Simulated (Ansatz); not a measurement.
Structure data:

```
Hf O
1.0
     4.83820    0.00000    0.00000
     0.00000    4.83820    0.00000
     0.00000    0.00000    3.22035
Hf O
2 4
Direct
  0.00025 0.99945 0.00000
  0.50055 0.50025 0.50000
  0.19481 0.81126 0.50000
  0.29931 0.29610 0.00000
  0.68915 0.68594 0.00000
  0.80498 0.20110 0.50000
```

What would you see if this were drawn?

The structure is one of HfO₂. Strictly the space group is Pm (No. 6, within 0.01 Å). It is a distorted form of a primitive tetragonal structure, space group P4_2/mnm (No. 136) within 0.25 Å: rutile. It has 6 atoms to the cell (2 Hf, 4 O). Hf bonds to six O in a distorted octahedral arrangement at 2.04 to 2.14 Å. O is surrounded by three Hf at 2.04 to 2.14 Å. Not all metal-metal contacts are counted. The bonds build a three-dimensional framework.

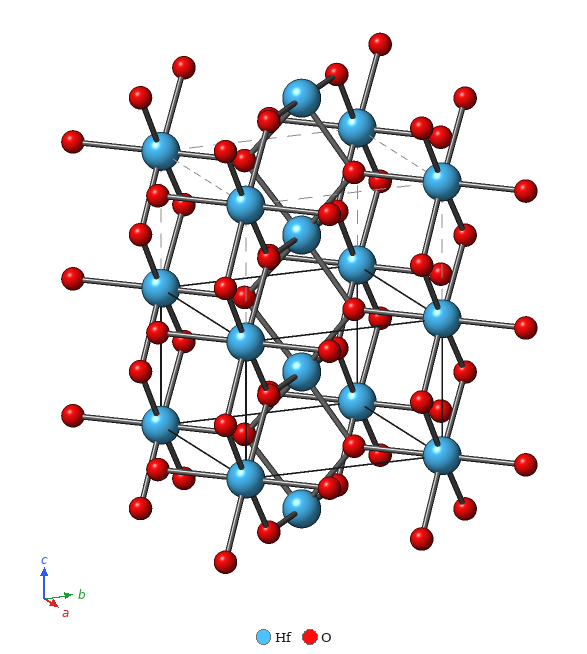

We look at a ball-and-stick model of the crystal slightly off an axis. The unit cell (solid box) is repeated to 1×1×2 cells. The bonded neighbours beyond the faces are included. Colours: hafnium blue, oxygen red.

Its origin is a structure listed in the Materials Project. The cell was then strained or its atoms displaced on purpose. It was run through Ansatz as a DFT input.
